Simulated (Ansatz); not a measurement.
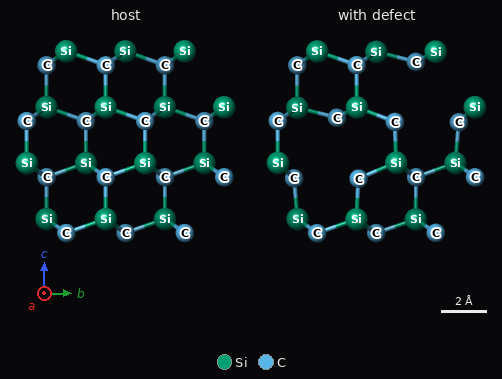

Left: perfect SiC. Right: the same region with a pair of point defects, after relaxing the atoms in a supercell of 96 sites. A ball-and-stick model of the atoms within 5.4 Å of one point, in a slice 5.0 Å thick across the line of sight, seen along the a axis.

All numbers below come from Ansatz 0.2.0, DFT, PBEsol, PAW, plane waves. (plane-wave cutoff 420 eV; k-point mesh 1 × 1 × 1; mesh shifted by (0.25, 0.25, 0.25); collinear spin) Fermi-Dirac smearing of 0.01 eV. A uniform background neutralises the charged cell. The axes drawn are those of the host's conventional cell.

Which defect is it?

Answer. Two silicon atoms are taken out (a divacancy), the two sites 4.4 Å apart.

The charge state of the cell is −1.

How does the lattice respond?

Answer. One site: around the empty Si site the host had 4 C at 1.88 to 1.89 Å; after relaxation the nearest atoms are 4 C at 2.02 to 2.05 Å. The other site: around the empty Si site the host had 4 C at 1.89 Å; after relaxation the nearest atoms are 4 C at 2.05 to 2.07 Å. Of the host's atoms, a carbon atom moves furthest from its site, by 0.18 Å. The cell's net moment is 5.00 μB.

Limits of the set-up: the cell is charged, on a uniform background, and energies carry no finite-size correction.
